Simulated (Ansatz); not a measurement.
Geometry relaxation, with input and output: ZrO2 (part 2 of 2)

ZrO2 (6 atoms in the cell); DFT r2SCAN, scalar-relativistic, plane waves, PAW, no spin polarisation (Ansatz 0.2.0); cutoff 500 eV, 6×6×6 k-mesh, Gaussian smearing of 0.02 eV. The structure derives from a Materials Project entry.

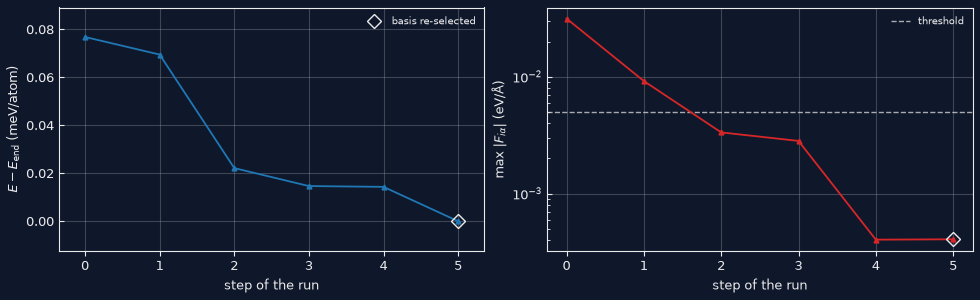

Figure 1. Progress of the relaxation, step by step (the first geometry is step 0 here and step 1 in the log). Over 4 geometry steps the energy falls by 0.1 meV per atom. Largest force component: 0.031 eV/Å at the start, 0.00041 eV/Å at the end. The pressure goes from −0.09 to 0.00 GPa. The largest moves relative to the cell, 0.008 Å, are those of O3, O4, O5 and O6. Zr stays in place. Cell: a = b 3.600 → 3.601 Å (0.0 %), c 5.225 → 5.228 Å (+0.1 %). Volume +0.1 %. Among the contacts that change: Zr1–O3 2.393 → 2.399 Å. The space group stays P4_2/nmc (No. 137). A last SCF at the same geometry on a re-selected plane-wave basis shifts the energy by next to nothing (0.0 meV per atom). (Atoms are counted from 1 in the order of the input.)

```
basis re-selected at this cell: Δ(F+E_penalty+E_count) = -8.600e-5 eV, ΔP = -0.001 GPa vs the last step (what re-selecting the basis moved, of the pressure what is left beyond the Pulay correction that the steps carried, after the strain that the cell walked since its last selection, with what the two solves' SCF thresholds leave and, on support functions, any second-order correction that the steps lacked; it is no measure of the basis error at this ecutwfc). This SCF's stress stands 1.81e-3 GPa from its target on what of the cell is left free (relax.cell.stress_tol is 5.00e-2 GPa) and its largest allowed force component is 4.07e-4 eV/Å (relax.f_tol is 5.00e-3 eV/Å): within both
SCF converged after 5 iterations
Free energy (F): -10676.295854 eV
Harris-Foulkes:  -10676.295854 eV  (|F-HF|=5.64e-11)
Internal energy: -10676.295854 eV  (E = F + TS)
E sigma→0 (E₀):  -10676.295854 eV
Fermi energy:    13.036039 eV
--- Per-component energies (eV) ---
  E_band       = -186.034673
  E_kinetic    = 1378.136635
  E_local      = -2353.400318  (includes V_loc(G=0)·N_el)
  E_nonlocal   = 339.298223
  E_hartree    = 778.112782
  E_xc         = -610.935549
  E_vxc        = -852.420566  (∫ρ·V_xc dr)
  E_paw        = -6579.201680  (= ΣΔE_a)
  E_vpaw       = -305.697591  (= ΣTr[D̂ρ^β])
  E_aug_tail   = 0.004121  (compensation charges beyond the density's cutoff)
  E_vtau       = 51.819140  (kinetic-family band-sum trace: ∫τ·v_τ [+ j·A + Jᵃ·Aᵃ] dr)
  E_ewald      = -3627.852821
  E_core_change = -0.457247  (= ΣΔE_core)
  E_smearing   = -0.000000  (= −TS)
  E_closure    = -0.000000  (closes the sum)
  Σ components = -10676.295854   (vs F -10676.295854, Δ=0.00e0)
--- Forces (eV/Å), atoms counted from 1 ---
  atom   1  Zr     0.00000000     0.00000000     0.00000000
  atom   2  Zr     0.00000000     0.00000000     0.00000000
  atom   3  O      0.00000000     0.00000000    -0.00040692
  atom   4  O      0.00000000     0.00000000    -0.00040692
  atom   5  O      0.00000000     0.00000000     0.00040692
  atom   6  O      0.00000000     0.00000000     0.00040692
  max |Σ_I F_I| component: 1.39e-17 eV/Å
--- Stress (GPa, compression-positive) ---
       -0.001807       0.000000       0.000000
        0.000000      -0.001807       0.000000
        0.000000       0.000000       0.001299
  P = ⅓ Tr σ = -0.0008 GPa (-0.008 kbar)
--- Band table (eV; the first three rows and the last of 40) ---
  k-point 0: bands = ["-38.1435", "-38.0902", "-16.0171", "-15.4384", "-15.4384", "-15.3413", "-15.2932", "-15.2932", "-7.7538", "-6.5652", "-5.9115", "-5.6677", "5.8768", "6.0809", "6.2585", "6.2585", "8.3121", "8.3121", "9.4231", "9.4231", "10.0254", "10.5878", "10.6355", "10.6355", "15.3457", "15.8486", "16.5288", "16.6199", "17.9485", "18.2967"]
  k-point 1: bands = ["-38.1399", "-38.0938", "-15.9774", "-15.4288", "-15.4288", "-15.3933", "-15.3031", "-15.3031", "-7.6364", "-6.5099", "-6.0530", "-5.7264", "6.0896", "6.3359", "6.3359", "6.3380", "7.9992", "7.9992", "9.6323", "9.6835", "9.6835", "10.1815", "10.6559", "10.6559", "15.4136", "15.9593", "16.4351", "16.6222", "18.2820", "18.6812"]
  k-point 2: bands = ["-38.1302", "-38.1036", "-15.8653", "-15.5295", "-15.4026", "-15.4026", "-15.3297", "-15.3297", "-7.3153", "-6.4113", "-6.3548", "-5.8987", "6.5631", "6.5631", "6.7048", "7.0467", "7.4660", "7.4660", "8.6988", "9.2075", "10.0397", "10.0397", "10.6973", "10.6973", "15.6059", "16.1922", "16.2337", "16.6293", "19.0253", "19.5189"]
  k-point 39: bands = ["-38.0816", "-38.0816", "-15.8414", "-15.8414", "-15.8414", "-15.8414", "-15.4640", "-15.4640", "-5.9860", "-5.9860", "-5.9860", "-5.9860", "6.5034", "6.5034", "6.8794", "6.8794", "8.9475", "8.9475", "8.9475", "8.9475", "9.2685", "9.2685", "10.6637", "10.6637", "16.4293", "16.4293", "16.9698", "16.9698", "17.7287", "17.7287"]
--- Relaxed structure (5 steps of the walk, 5 accepted, 1 SCFs on fresh bases) ---
  F+E_penalty+E_count = -10676.29585402 eV   max|allowed force component| = 4.069e-4 eV/Å   (the final SCF, on the basis selected at the relaxed cell)
  cell:  # Å, volume = 67.8054 Å³
    - [3.6013519680176076, -1.0631511724403432e-35, 0.0]
    - [-1.0631511724403432e-35, 3.6013519680176076, 0.0]
    - [0.0, 0.0, 5.227968447126035]
  atoms:
    - { symbol: Zr, position: [1.78492641549756e-37, 4.353479062189171e-38, -6.916553714285532e-21] }
    - { symbol: Zr, position: [0.5, 0.5, 0.5] }
    - { symbol: O, position: [-5.528918408980245e-37, 0.5, 0.30321420201398036] }
    - { symbol: O, position: [8.837562496244022e-37, 0.5, 0.8032142020139805] }
    - { symbol: O, position: [0.5, -3.7439919934826817e-37, 0.6967857979860197] }
    - { symbol: O, position: [0.5, -8.706958124377929e-39, 0.1967857979860197] }
```

Trajectory as extended XYZ (Å, eV, eV/Å), 6 frames, from step=1 to step=6
```
6
Lattice="3.6002 0.0000 0.0000 0.0000 3.6002 0.0000 0.0000 0.0000 5.2252" Properties=species:S:1:pos:R:3:forces:R:3 step=1 energy=-10676.29539 pressure_GPa=-0.09
Zr    0.0000    0.0000    0.0000    0.0000   0.0000   0.0000
Zr    1.8001    1.8001    2.6126    0.0000   0.0000   0.0000
O     0.0000    1.8001    1.5768    0.0000   0.0000   0.0315
O     0.0000    1.8001    4.1894    0.0000   0.0000   0.0315
O     1.8001    0.0000    3.6483    0.0000   0.0000  -0.0315
O     1.8001    0.0000    1.0358    0.0000   0.0000  -0.0315
6
Lattice="3.6035 0.0000 0.0000 0.0000 3.6035 0.0000 0.0000 0.0000 5.2158" Properties=species:S:1:pos:R:3:forces:R:3 step=2 energy=-10676.29544 pressure_GPa=-0.02
Zr    0.0000    0.0000    0.0000    0.0000   0.0000   0.0000
Zr    1.8017    1.8017    2.6079    0.0000   0.0000   0.0000
O     0.0000    1.8017    1.5766    0.0000   0.0000   0.0092
O     0.0000    1.8017    4.1845    0.0000   0.0000   0.0092
O     1.8017    0.0000    3.6392    0.0000   0.0000  -0.0092
O     1.8017    0.0000    1.0313    0.0000   0.0000  -0.0092
6
Lattice="3.5999 0.0000 0.0000 0.0000 3.5999 0.0000 0.0000 0.0000 5.2219" Properties=species:S:1:pos:R:3:forces:R:3 step=3 energy=-10676.29572 pressure_GPa=0.30
Zr    0.0000    0.0000    0.0000    0.0000   0.0000   0.0000
Zr    1.8000    1.8000    2.6110    0.0000   0.0000   0.0000
O     0.0000    1.8000    1.5801    0.0000   0.0000   0.0033
O     0.0000    1.8000    4.1911    0.0000   0.0000   0.0033
O     1.8000    0.0000    3.6418    0.0000   0.0000  -0.0033
O     1.8000    0.0000    1.0308    0.0000   0.0000  -0.0033
6
Lattice="3.6002 0.0000 0.0000 0.0000 3.6002 0.0000 0.0000 0.0000 5.2238" Properties=species:S:1:pos:R:3:forces:R:3 step=4 energy=-10676.29577 pressure_GPa=0.27
Zr    0.0000    0.0000    0.0000    0.0000   0.0000   0.0000
Zr    1.8001    1.8001    2.6119    0.0000   0.0000   0.0000
O     0.0000    1.8001    1.5826    0.0000   0.0000  -0.0028
O     0.0000    1.8001    4.1945    0.0000   0.0000  -0.0028
O     1.8001    0.0000    3.6412    0.0000   0.0000   0.0028
O     1.8001    0.0000    1.0293    0.0000   0.0000   0.0028
6
Lattice="3.6014 0.0000 0.0000 0.0000 3.6014 0.0000 0.0000 0.0000 5.2280" Properties=species:S:1:pos:R:3:forces:R:3 step=5 energy=-10676.29577 pressure_GPa=0.00
Zr    0.0000    0.0000    0.0000    0.0000   0.0000   0.0000
Zr    1.8007    1.8007    2.6140    0.0000   0.0000   0.0000
O     0.0000    1.8007    1.5852    0.0000   0.0000  -0.0004
O     0.0000    1.8007    4.1992    0.0000   0.0000  -0.0004
O     1.8007    0.0000    3.6428    0.0000   0.0000   0.0004
O     1.8007    0.0000    1.0288    0.0000   0.0000   0.0004
6
Lattice="3.6014 0.0000 0.0000 0.0000 3.6014 0.0000 0.0000 0.0000 5.2280" Properties=species:S:1:pos:R:3:forces:R:3 step=6 energy=-10676.29585 pressure_GPa=-0.00
Zr    0.0000    0.0000    0.0000    0.0000   0.0000   0.0000
Zr    1.8007    1.8007    2.6140    0.0000   0.0000   0.0000
O     0.0000    1.8007    1.5852    0.0000   0.0000  -0.0004
O     0.0000    1.8007    4.1992    0.0000   0.0000  -0.0004
O     1.8007    0.0000    3.6428    0.0000   0.0000   0.0004
O     1.8007    0.0000    1.0288    0.0000   0.0000   0.0004
```

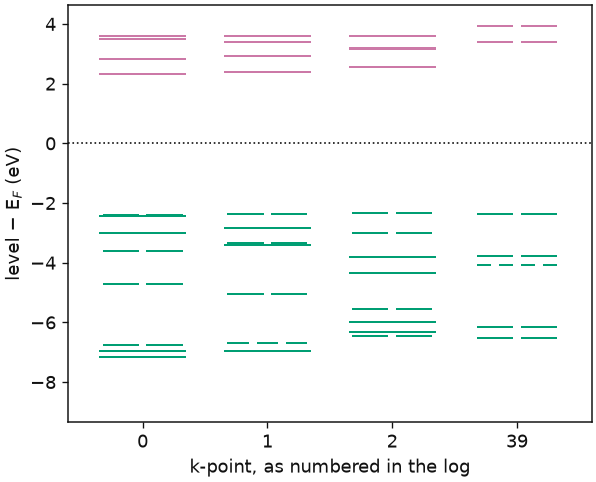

Figure 2. Kohn–Sham levels near the Fermi level (dotted) at the few k-points that the log prints; levels within 0.02 eV of each other stand side by side. Among these points the highest filled and lowest empty levels are 4.65 eV apart; the gap on the full mesh, 4.62 eV, has an edge at a point that isn't printed.

The run was set up as follows.

The input
```yaml
crystal:
  lattice:
    - [3.60016846, 0.0, 0.0]
    - [0.0, 3.60016846, 0.0]
    - [0.0, 0.0, 5.22515604]
  atoms:
    - { symbol: Zr, position: [0.0, 0.0, 0.0] }
    - { symbol: Zr, position: [0.5, 0.5, 0.5] }
    - { symbol: O, position: [0.0, 0.5, 0.30177491] }
    - { symbol: O, position: [0.0, 0.5, 0.80177491] }
    - { symbol: O, position: [0.5, 0.0, 0.69822509] }
    - { symbol: O, position: [0.5, 0.0, 0.19822509] }
basis:
  ecutwfc: 500
kpoints:
  mp_grid: { grid: [6, 6, 6] }
hamiltonian:
  xc: r2scan
scf:
  occupations: { method: gaussian, width: 0.02 }
output:
  forces: true
  stress: true
  eigenvalues: true
relax:
  adjacent_minimum: "off"
  f_tol: 0.005
  max_steps: 80
  cell: { stress_tol: 0.05 }
```

Command:
```bash
ansatz run input.yaml --threads 1 --pin off --max-ram 2560MiB --backend cpu --events-out ev --progress --plain --runs-dir out
```

Results in brief

| quantity | value |
| --- | --- |
| outcome | converged |
| space group (tolerance 0.01 Å) | P4₂/nmc (137) |
| electrons treated | 48 |
| free energy | −10676.2959 eV |
| Fermi energy | 13.036 eV |
| gap on the k-point mesh | 4.62 eV |
| pressure | 0.00 GPa |
| final volume | 67.81 Å³ |
| largest force (length of the vector) at the end | under 0.001 eV/Å |
| final cell | a = 3.601 Å, b = 3.601 Å, c = 5.228 Å, α = 90.00°, β = 90.00°, γ = 90.00° |
| hardware | 1 thread of Intel Xeon (Granite Rapids), 32 GiB of memory available, shared host |
| wall time | 27 s |
| peak memory | 0.57 GiB |
